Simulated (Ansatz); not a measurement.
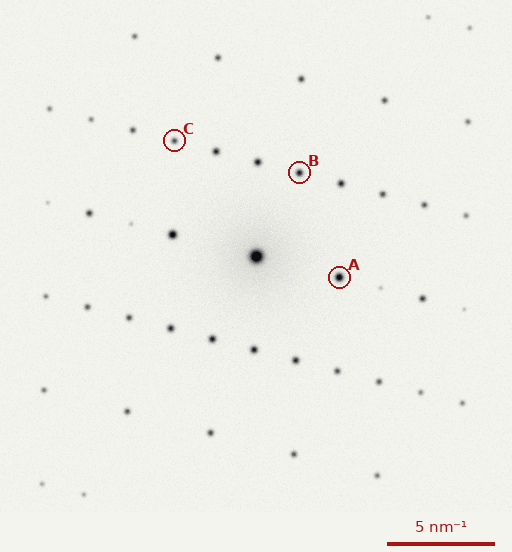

Kinematic zone-axis pattern, calculated for 120 keV electrons with B = 1 Å². The zone axis points towards the electron source and the pattern is seen from the source side.

Crystal: Ir, space group Fmmm (No. 69), a = 2.68 Å, b = 4.64 Å, c = 9.86 Å. Structure: the geometry relaxed with DFT PBE, scalar-relativistic, plane waves, PAW (Ansatz 0.2.0); the starting structure was generated, so it need not be a known form of this composition.

```csv
atom,site,symmetry,x,y,z
Ir,8i,mm2,0.5000,0.0000,0.3726
```

Spot A is indexed 0 0 -4 and spot B -1 1 -1.

Give hkl for C.

C = −(3/2)A + B = -1 1 5 (d = 1.504 Å).

Find the zone axis.

The cross product of A and B is parallel to [110]; every spot obeys hu + kv + lw = 0.
